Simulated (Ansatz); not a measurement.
# CuO: what the fields show

Input file:

```
crystal:
  lattice:
    - [3.3525118693, 0.0, 0.0]
    - [-1.6762559295, 2.9033604405, 0.0]
    - [0.0, 0.0, 5.4906403963]
  atoms:
    - { symbol: Cu, position: [0.6666666667, 0.3333333333, 0.0] }
    - { symbol: Cu, position: [0.3333333333, 0.6666666667, 0.5] }
    - { symbol: O, position: [0.6666666667, 0.3333333333, 0.6252] }
    - { symbol: O, position: [0.3333333333, 0.6666666667, 0.1252] }
hamiltonian:
  xc: pbe
  pseudopotentials: { kind: paw }
kpoints:
  mp_grid: { grid: [9, 9, 5] }
scf:
  occupations: { method: fermi_dirac, width: 0.05 }
output:
  forces: true
  stress: true
  eigenvalues: true
  write_density: true
  write_potential: true
  elf: true
  volumetric_format: npy
```

Run with:

```sh
ansatz run input.yaml --threads 2 --pin off --max-ram 5632MiB --backend cpu --events-out ev --progress --plain --runs-dir out
```

Below, planes, directions and counts refer to the conventional cell (a = 3.35 Å, b = 3.35 Å, c = 5.49 Å, α = 90.00°, β = 90.00°, γ = 120.00°).

Space group P6₃mc; a generated structure, not necessarily the stable one; built by placing these elements on a known structure type; computed pressure about −14 GPa in this cell.

Level of theory: Kohn-Sham DFT of a periodic cell, PBE, Ansatz PAW (Ansatz).

Core electrons are frozen (PAW), and the valence fields are smoothed inside the atomic spheres.

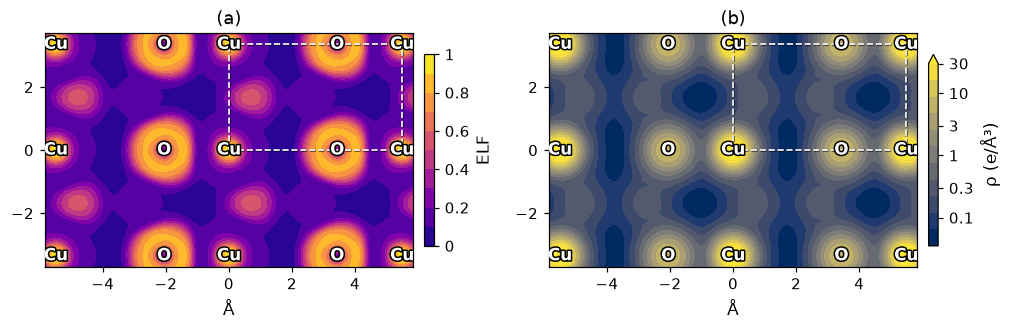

Figure 1. (a) ELF; (b) valence electron density on the (11̄0) plane of the conventional cell.

Question: What do the fields say about this system?

Answer: Atoms in the plane: Cu and O.
Cu–O (2.06 Å): the density is about 0.52 e/Å³ at the midpoint; the ELF peaks at about 0.85 in the valence shell of O, 0.6 Å from its nucleus, and is about 0.20 at the midpoint; no localised pair shows between them.
Between the atoms the lowest density in this plane is 0.04 e/Å³.
The features right at Cu lie inside the PAW spheres, where the map follows smoothed inner orbitals and isn't to be read closely.

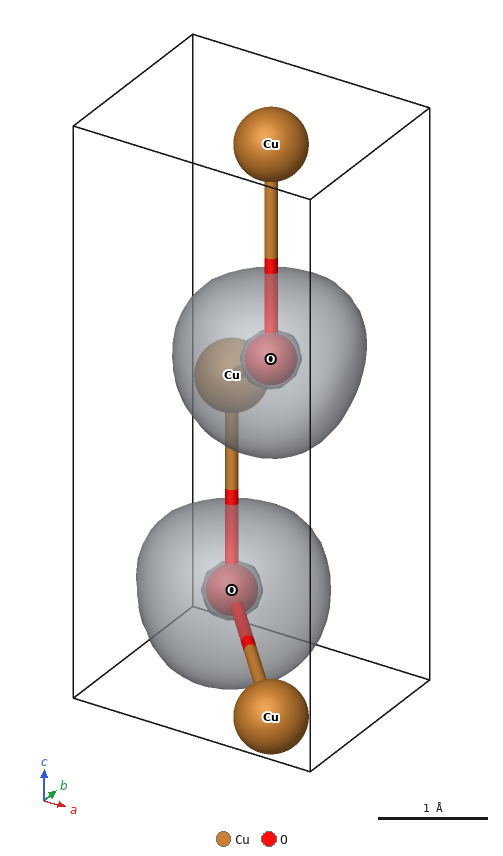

Figure 2. Isosurface of the ELF at 0.6 (grey), seen slightly off an axis. Only the valence region is drawn (cores and ρ < 0.01 e/Å³ removed). Sticks mark near contacts.

Question: Where are the electrons localised?

Answer: The ELF exceeds this value in two regions wrapped around O (the valence shell of each), counted in one cell of 4 atoms. Regions shared between cells count once.


Cu–O (2.05 Å): the ELF peaks at about 0.85 in the valence shell of O, 0.6 Å from its nucleus, and is about 0.20 at the midpoint; no shared electron pair shows on this line.

Question: Does the calculation make it a metal, or give it a gap?

Answer: It is gapless in this calculation (a metal or semimetal); semilocal functionals without U, or without the true magnetic order, often close the gap of such compounds.
